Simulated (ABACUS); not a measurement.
System: ZrSe₂.

Input

```
INPUT_PARAMETERS
suffix              ZrSe2
calculation         scf
basis_type          pw
pseudo_dir          ./
symmetry            1
dft_functional      pbe
ecutwfc             87
pseudo_rcut         10
nspin               1
nbands              27
ks_solver           dav
smearing_method     fd
smearing_sigma      0.00367493
scf_thr             1e-08
scf_nmax            100
mixing_type         broyden
mixing_beta         0.7
cal_force           1
cal_stress          1
out_chg             1
out_pot             2
out_elf             1
```

Launched as:

```sh
OMP_NUM_THREADS=1 mpirun -np 4 abacus > log
```

Below, planes, directions and counts refer to the conventional cell (a = 3.80 Å, b = 3.80 Å, c = 6.19 Å, α = 90.00°, β = 90.00°, γ = 120.00°).

Space group P1; changed on purpose from its base cell (atoms moved at random by about 0.05 A).

Method: Kohn-Sham DFT of a periodic cell, PBE, PseudoDojo NC SR 0.4.1 PBE standard (ABACUS 3.10.1).

What will maps of the valence pseudo-density and electron localisation function show?

Answer. Zr–Se (2.66 Å): ρ is about 0.42 e/Å³ halfway; the ELF is about 0.45 at the midpoint.
Zr–Se (2.69 Å): ρ is about 0.39 e/Å³ halfway; the ELF is about 0.45 at the midpoint.

Does the calculation make it a metal, or give it a gap?

Answer. It is gapped, with a Kohn–Sham gap of 0.35 eV on the k-point mesh, an upper bound to the gap of this method.

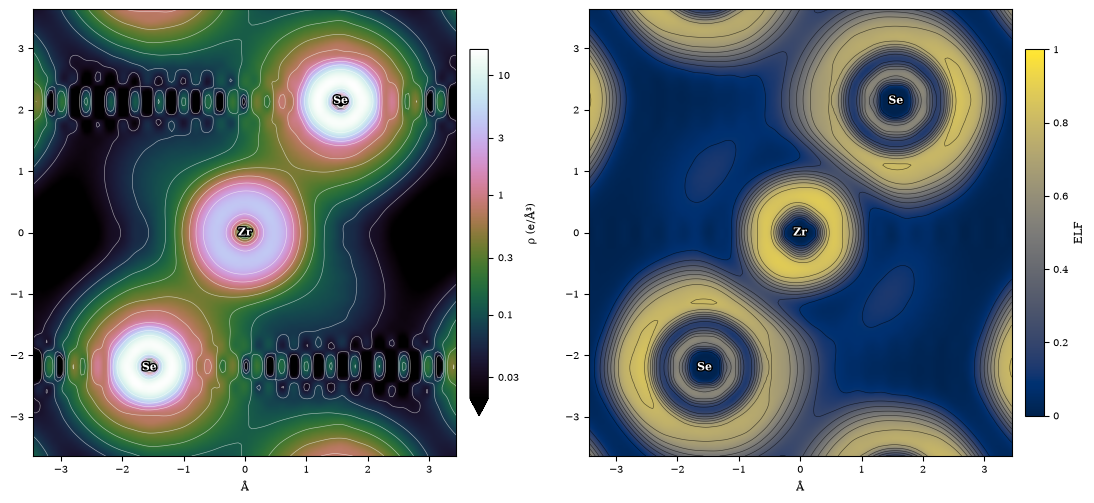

Computed valence pseudo-density and electron localisation function on the (110) plane of the conventional cell, in this order. 

The density is the valence pseudo-density of a pseudopotential calculation; it isn't the true density close to the nuclei.
